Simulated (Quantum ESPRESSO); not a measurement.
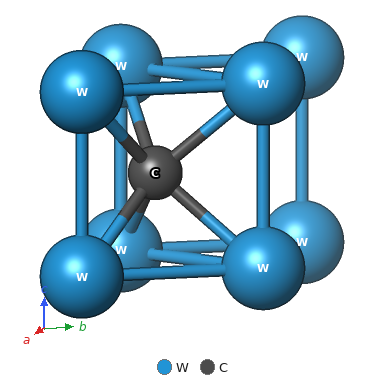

System: WC, space group P-6m2 (No. 187). The picture shows the conventional cell.

The given structure:
```cif
data_structure
_symmetry_space_group_name_H-M 'P 1'
_symmetry_Int_Tables_number 1
_cell_length_a 2.9065
_cell_length_b 2.9065
_cell_length_c 2.8366
_cell_angle_alpha 90.000
_cell_angle_beta 90.000
_cell_angle_gamma 120.000
_cell_volume 20.75
loop_
_atom_site_label
_atom_site_type_symbol
_atom_site_fract_x
_atom_site_fract_y
_atom_site_fract_z
_atom_site_occupancy
W1 W 0.00000 0.00000 0.00000 1
C1 C 0.66667 0.33333 0.50000 1
```

How it was computed, with Quantum ESPRESSO 7.5: plane-wave DFT, spinors without magnetism; energies at scaled volumes of the given cell, shape and fractions fixed, counted from the fit's minimum, third-order Birch-Murnaghan fit. Level: AM05, spin-orbit coupling, no spin polarisation.

k mesh 10×10×9; occupations Fermi–Dirac; smearing width 0.05 eV; potentials PseudoDojo 0.4 FR PBE standard; wave cutoff 1116 eV; density cutoff 4463 eV.

Describe the result: the energy against volume. The volume takes the values 9.75, 9.96, 10.17, 10.38, 10.58, 10.79, 11.00 Å³/atom.

A third-order Birch–Murnaghan fit gives V0 = 10.27 Å³/atom, B0 = 412 GPa and B′ = 4.3. The energy is 36.22 meV/atom at volume 9.75 Å³/atom and 59.29 meV/atom at 11.00 Å³/atom; the lowest computed point is at volume 10.17 Å³/atom (1.25 meV/atom), and no other minimum shows.

```csv
volume (Å³/atom),energy (meV/atom)
9.75,36.22
9.96,12.42
10.17,1.25
10.38,1.44
10.58,11.86
10.79,31.45
11.00,59.29
```

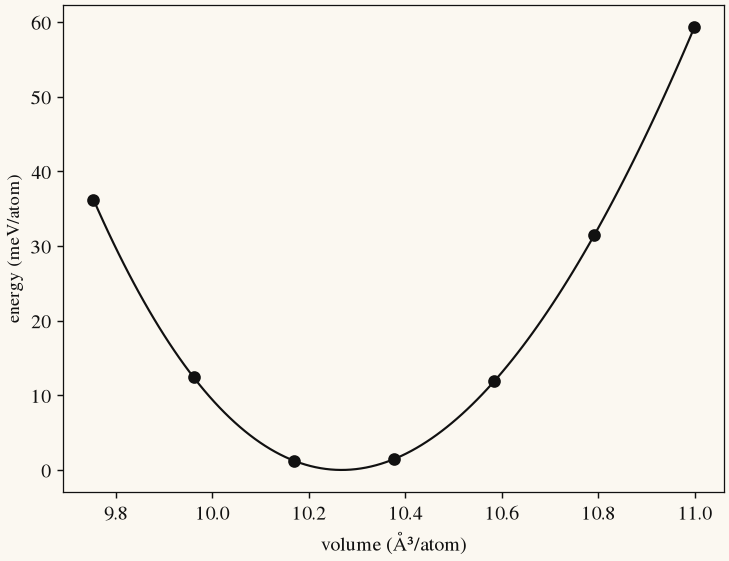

Note: potentials made for another functional; shape and atomic fractions are frozen while scaling, which makes layered, chain and framework solids too stiff.
